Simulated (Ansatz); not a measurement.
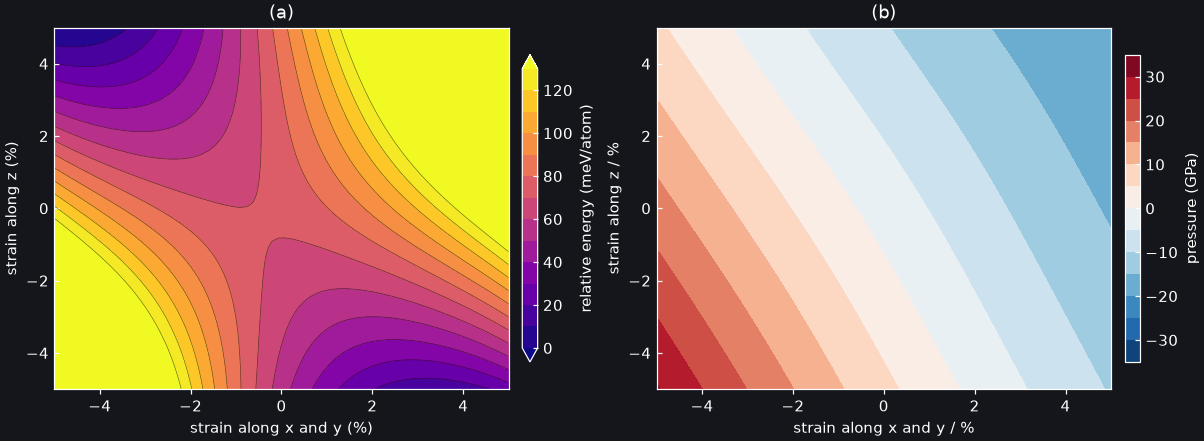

Nb (Fm-3m, No. 225; 1 atom in the cell). The cell is strained homogeneously, by one strain along x and y and another along z, with fractional coordinates fixed (x, y and z along the cube axes). First axis: strain along x and y. Second axis: strain along z. The scan uses a 5 × 5 grid. Energies are in meV/atom, from the lowest grid point. The reference cell is the one listed in the database, not relaxed at this level. The calculation used Ansatz, DFT r2SCAN, scalar-relativistic, plane waves, PAW. Settings: cutoff 500 eV, k-mesh 20×20×20, gaussian smearing 0.15 eV, no spin polarisation.

Panel (a) is the energy and panel (b) the computed pressure on the same grid.

Drawn: filled contours, one colour for all values above the top of the scale. Between grid points the surface is interpolated.

How does the pressure vary over the map, and what is it at the lowest grid point?

It runs from −20.0 GPa at strain along x and y = 5.0 %, strain along z = 5.0 % to 30.4 GPa at strain along x and y = −5.0 %, strain along z = −5.0 %. At the lowest grid point, strain along x and y = −5.0 %, strain along z = 5.0 %, it is 5.8 GPa. That point lies on the edge of the scan.
